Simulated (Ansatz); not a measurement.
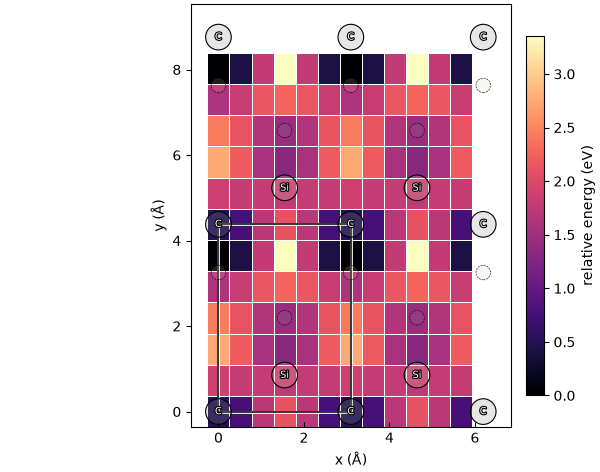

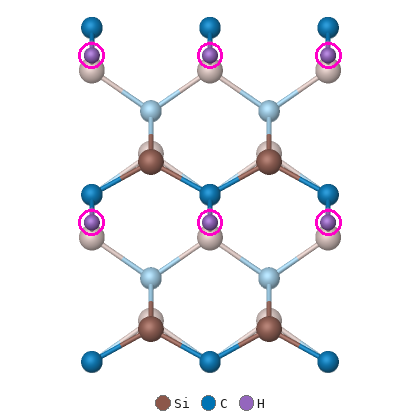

Energy landscape of H on a SiC(110) slab cut from the F-43m phase, its upper half relaxed before the scan (8 atoms of substrate and one adsorbate in a 1 × 1 cell). H is moved over the surface cell; relaxed at each place: the height of the adsorbate's atoms; substrate rigid; the origin of the map has the adsorbate above C8. Places are given modulo a cell vector. The map is drawn in real space over the plane of the surface. The scan uses a 6 × 6 grid; 24 points were computed and 12 follow by symmetry. Energies are in eV, from the lowest grid point. At some places the adsorbate sinks to or below the level of the top layer. The magnetic moment jumps between some neighbouring points. With one adsorbate in each 1 × 1 cell, its nearest image is 3.1 Å away, so neighbouring adsorbates interact. All numbers below come from DFT PBE, scalar-relativistic, plane waves, PAW (Ansatz). Settings: cutoff 420 eV, k-mesh 9×6×1, gaussian smearing 0.05 eV, spin-polarised.

The picture shows one coloured cell a grid point, labelled circles for the atoms of the top layer and small ones for the second layer, the outline of one cell of the 2 × 2 shown. The second picture is the structure at the lowest point; rings mark the moved atoms.

Q: Where are the lowest and the highest points?

A: The lowest grid point is at (0/6, 5/6) of the cell vectors [nearest 1 C at 1.11 Å]. The highest grid point, a place at or below the level of the top layer, (3/6, 5/6) of the cell vectors, lies 3.35 eV above the lowest. At the lowest point the adsorbate has 1 C at 1.11 Å as nearest neighbours, at the highest 1 C at 1.52 Å. Its relaxed height above the top atom is 0.84 Å at the lowest and −1.08 Å at the highest point.

Grid values (eV):

| second ↓, first → | 0/6 | 1/6 | 2/6 | 3/6 | 4/6 | 5/6 |
| --- | --- | --- | --- | --- | --- | --- |
| 5/6 | 0.00 | 0.42 | 1.77 | 3.35 | 1.77 | 0.42 |
| 4/6 | 1.61 | 1.82 | 2.14 | 2.28 | 2.14 | 1.82 |
| 3/6 | 2.43 | 2.11 | 1.64 | 1.44 | 1.64 | 2.11 |
| 2/6 | 2.74 | 2.18 | 1.57 | 1.31 | 1.57 | 2.18 |
| 1/6 | 1.86 | 1.80 | 1.79 | 1.76 | 1.79 | 1.80 |
| 0/6 | 0.49 | 0.76 | 1.71 | 2.10 | 1.71 | 0.76 |

Time for the 24 points that were run: 79 min on 2 threads of Arm Neoverse V1, on a shared host.

PAW datasets: the set soft_1.
